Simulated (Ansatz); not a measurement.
## Electronic structure of SnGe₇ in real space

Input file:

```
crystal:
  lattice:
    - [-0.0074411148, 5.7877207568, 5.8038231129]
    - [5.7877207568, -0.0074411148, 5.8038231129]
    - [5.780279642, 5.780279642, 0.0]
  atoms:
    - { symbol: Ge, position: [0.000644416, 0.000644416, -0.000644416] }
    - { symbol: Ge, position: [0.000644416, 0.000644416, 0.499355584] }
    - { symbol: Ge, position: [0.0130690416, 0.4952474814, -0.0041582615] }
    - { symbol: Ge, position: [0.0130690416, 0.4952474814, 0.4958417385] }
    - { symbol: Ge, position: [0.4952474814, 0.0130690416, -0.0041582615] }
    - { symbol: Ge, position: [0.4952474814, 0.0130690416, 0.4958417385] }
    - { symbol: Ge, position: [0.490023064, 0.490023064, 0.009976936] }
    - { symbol: Ge, position: [0.490023064, 0.490023064, 0.509976936] }
    - { symbol: Ge, position: [0.1257851382, 0.1257851382, 0.1242148618] }
    - { symbol: Ge, position: [0.1257851382, 0.1257851382, 0.6242148618] }
    - { symbol: Ge, position: [0.1250535348, 0.6249769725, 0.1249847464] }
    - { symbol: Ge, position: [0.1250535348, 0.6249769725, 0.6249847464] }
    - { symbol: Ge, position: [0.6249769725, 0.1250535348, 0.1249847464] }
    - { symbol: Ge, position: [0.6249769725, 0.1250535348, 0.6249847464] }
    - { symbol: Sn, position: [0.6252003515, 0.6252003515, 0.1247996485] }
    - { symbol: Sn, position: [0.6252003515, 0.6252003515, 0.6247996485] }
basis:
  ecutwfc: 420
kpoints:
  mp_grid: { grid: [6, 6, 6] }
hamiltonian:
  xc: pbesol
scf:
  occupations: { method: gaussian, width: 0.1 }
output:
  forces: true
  stress: true
  eigenvalues: true
  write_density: true
  write_potential: true
  elf: true
  volumetric_format: npy
relax:
  adjacent_minimum: "off"
  f_tol: 0.005
  max_steps: 80
  cell: { stress_tol: 0.05 }
```

Command:

```sh
ansatz run input.yaml --threads 4 --pin off --max-ram 10240MiB --backend cpu --events-out ev --progress --plain --runs-dir out
```

The fields are those of the relaxed geometry.

Space group Amm2; a generated structure, not necessarily the stable one.

These are results of DFT PBEsol, scalar-relativistic, plane waves, PAW (Ansatz), not measurements.

In a PAW calculation such maps are meaningful between the atoms, not at the nuclei.

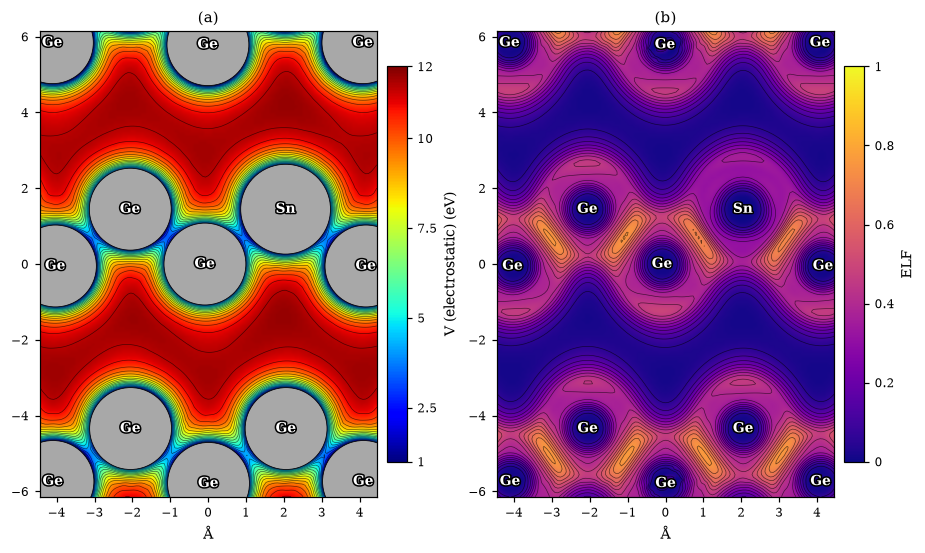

Figure 1. (a) electrostatic potential (local pseudopotential plus Hartree) felt by an electron; (b) electron localisation function on the (011̄) plane of the calculation cell. Grey discs cover the atomic cores in the potential map.

Question: Read the bonding off the picture.

Answer:
- The section cuts through Ge and Sn sites.
- Ge–Ge (2.47 Å): the ELF peaks at about 0.75 between the atoms.
- Sn–Ge (2.60 Å): the ELF peaks at about 0.70 between the atoms.
- Ge–Ge (2.51 Å): the ELF peaks at about 0.75 between the atoms.
- Outside the cores the potential energy rises away from the atoms and is highest about 2.5 Å from the nearest atoms; its zero is arbitrary.

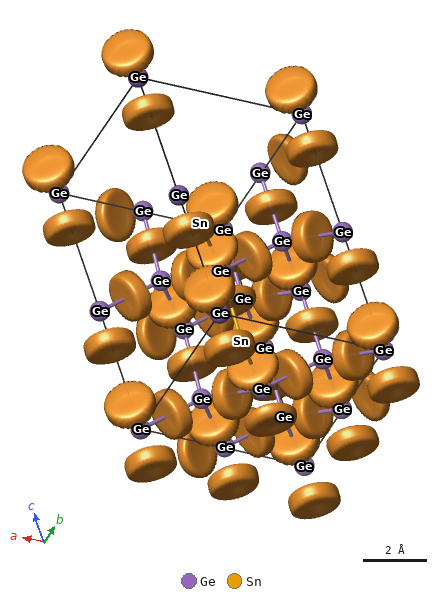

Figure 2. Isosurface of the ELF at 0.55 (orange), seen at an oblique angle. Core shells and regions of very low density are left out. Sticks mark near contacts.

Question: What do the ELF domains correspond to?

Answer: The surface consists of 24 regions between bonded Ge–Ge atoms and eight regions between bonded Ge–Sn atoms, counted in one cell of 16 atoms. Regions shared between cells count once.


Ge–Ge (2.45 Å): the ELF peaks at about 0.75 between the atoms. Sn–Ge (2.58 Å): the ELF peaks at about 0.70 between the atoms.

Question: Does the calculation give a band gap?

Answer: It is metallic or semimetallic at this level of theory: no gap opens.
